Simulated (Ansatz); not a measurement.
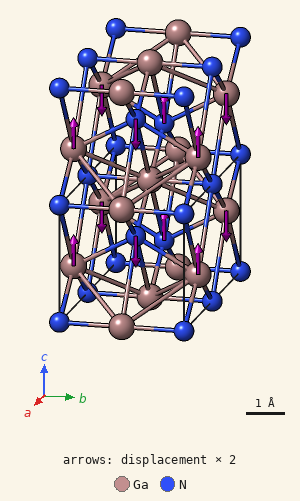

A relaxation of crystalline GaN (a generated structure, set up in Pmma) (coarse preliminary run). The starting structure is drawn; purple arrows show the displacements (the part carried along by the change of the cell is left out), magnified 2 times.

Style: ball-and-stick. Shown: the cell of the calculation, repeated 1 × 1 × 2 with one cell outlined, slightly off an axis.

Theory: DFT PBE, scalar-relativistic, plane waves, PAW in Ansatz.

Input
```yaml
crystal:
  lattice:
    - [5.95166094, 0.0, 0.0]
    - [0.0, 3.38879798, 0.0]
    - [0.0, 0.0, 3.20873231]
  atoms:
    - { symbol: Ga, position: [0.75, 0.0, 0.35540738] }
    - { symbol: Ga, position: [0.0, 0.5, 0.0] }
    - { symbol: Ga, position: [0.25, 0.0, 0.64459262] }
    - { symbol: Ga, position: [0.5, 0.5, 0.0] }
    - { symbol: "N", position: [0.75, 0.5, 0.64459262] }
    - { symbol: "N", position: [0.0, 0.0, 0.0] }
    - { symbol: "N", position: [0.25, 0.5, 0.35540738] }
    - { symbol: "N", position: [0.5, 0.0, 0.0] }
basis:
  ecutwfc: 420
kpoints:
  mp_grid: { grid: [4, 6, 6] }
hamiltonian:
  xc: pbe
scf:
  occupations: { method: gaussian, width: 0.1 }
  lower_state_search: "off"
output:
  forces: true
  stress: true
  eigenvalues: true
relax:
  adjacent_minimum: "off"
  f_tol: 0.04
  max_steps: 70
  cell: { stress_tol: 0.4 }
```

Launched with:
```bash
ansatz run input.yaml --threads 1 --pin off --max-ram 2560MiB --backend cpu --events-out ev --progress --plain --runs-dir out
```

> Describe the change and its energy.

After 8 accepted moves (10 points after the start) the energy has fallen by 8.696 eV per cell of the calculation. Largest force component: 5.3 eV/Å at the start, 0.00063 eV/Å at the end. Pressure: 107.12 GPa at the start and 0.07 GPa at the end. At 2 points the geometry stayed and the basis and grid were re-selected for the new cell (energy shift of 0.300 eV per cell of the calculation at most each time). The largest moves relative to the cell, 0.44 Å, are those of Ga1, Ga3, N5 and N7. Ga1 goes along +c. By element the largest moves are Ga 0.44 Å, N 0.44 Å. The volume changes by +20.1 %, with a 5.952 → 6.039 Å (+1.5 %), b 3.389 → 4.262 Å (+25.8 %), c 3.209 → 3.020 Å (−5.9 %). Some distances before and after: Ga1–Ga2 2.527 → 3.017 Å, Ga2–N6 1.694 → 2.131 Å, Ga1–N6 2.548 → 2.135 Å, Ga1–N6 (another image) 1.875 → 2.135 Å. Bond angles that change, for instance: N5–Ga1–N5 122.6° → 180.0°, Ga1–N5–Ga1 122.6° → 180.0°, Ga1–N5–Ga2 107.0° → 90.0°. The space group (tolerance 0.01 Å) goes from Pmma (No. 51) to I4/mmm (No. 139).
